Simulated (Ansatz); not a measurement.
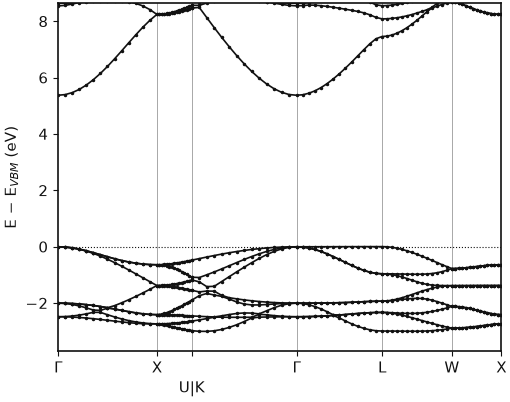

Band structure. Energies are counted from the top of the valence band.

### Which Bravais lattice do the labels of the path belong to?

A face-centred cubic lattice: the path Γ–X–U|K–Γ–L–W–X runs through the special points of its Brillouin zone.

System: SiO₂, space group Fd-3m (No. 227), 6 atoms in the cell.

```cif
data_structure
_symmetry_space_group_name_H-M 'Fd-3m:1'
_symmetry_Int_Tables_number 227
_cell_length_a 7.4607
_cell_length_b 7.4607
_cell_length_c 7.4607
_cell_angle_alpha 90.000
_cell_angle_beta 90.000
_cell_angle_gamma 90.000
_cell_volume 415.29
loop_
_atom_site_label
_atom_site_type_symbol
_atom_site_symmetry_multiplicity
_atom_site_Wyckoff_symbol
_atom_site_fract_x
_atom_site_fract_y
_atom_site_fract_z
_atom_site_occupancy
Si1 Si 8 a 0.50000 0.00000 0.50000 1
O1 O 16 c 0.12500 0.12500 0.12500 1
```

Method: DFT PBE, scalar-relativistic, plane waves, PAW, no spin polarisation, 6×6×6 k mesh, Gaussian smearing of 0.02 eV (Ansatz 0.2.0).

### Metal, semiconductor or insulator, and what is the gap?

An insulator. The gap along this path is 5.37 eV, from the valence-band top at L to the conduction-band bottom at Γ; the smallest direct gap, at Γ, is only slightly larger at 5.38 eV.
